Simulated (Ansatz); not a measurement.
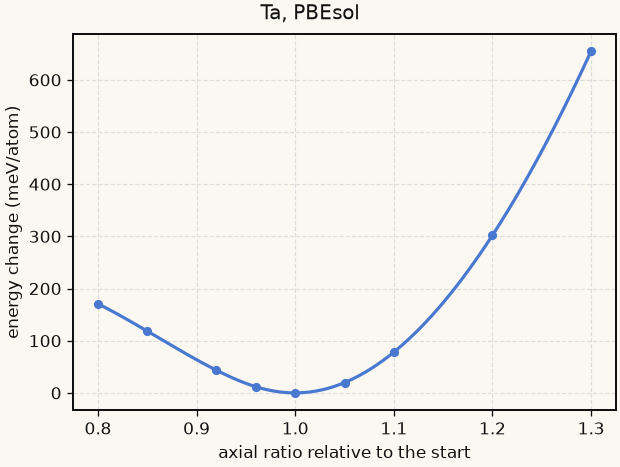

The plot gives the computed energy change against relative axial ratio for Ta, space group P6_3/mmc (No. 194).

Starting cell:
```xyz
2
Lattice="2.8669 0.0000 0.0000 -1.4335 2.4828 0.0000 0.0000 0.0000 5.0914" Properties=species:S:1:pos:R:3 pbc="T T T"
Ta    1.4335    0.8276    3.8186
Ta    0.0000    1.6552    1.2729
```

Method: deformation of a crystal at fixed volume, lengths along the axis scaled against those across it, fractional coordinates fixed, by plane-wave density functional theory with PAW datasets, free energies less that of the undisturbed cell, pressure positive in compression; scalar-relativistic (Ansatz 0.2.0). Level: PBEsol, no spin polarisation.

wave cutoff 420 eV; k mesh 24×24×14; occupations Gaussian; smearing width 0.15 eV; k shift (0, 0, 0) (mesh steps); start relaxed; path axial; axis direction (0, 0, 1) (Cartesian unit vector).

From this curve and the settings, what does the calculation give for the pressure at the same points?

The pressure goes from 1.6 GPa at relative axial ratio 0.80 to 16.7 GPa at 1.30, not monotonically, with a low of −0.3 GPa at 0.96, and changes sign near 0.90 and 1.00.

| axial ratio relative to the start | pressure (GPa) |
| --- | --- |
| 0.80 | 1.6 |
| 0.85 | 0.4 |
| 0.92 | −0.2 |
| 0.96 | −0.3 |
| 1.00 | 0.0 |
| 1.05 | 0.8 |
| 1.10 | 2.4 |
| 1.20 | 8.0 |
| 1.30 | 16.7 |

Limits of the calculation: shape and atomic fractions are frozen while scaling, which makes layered, chain and framework solids too stiff.
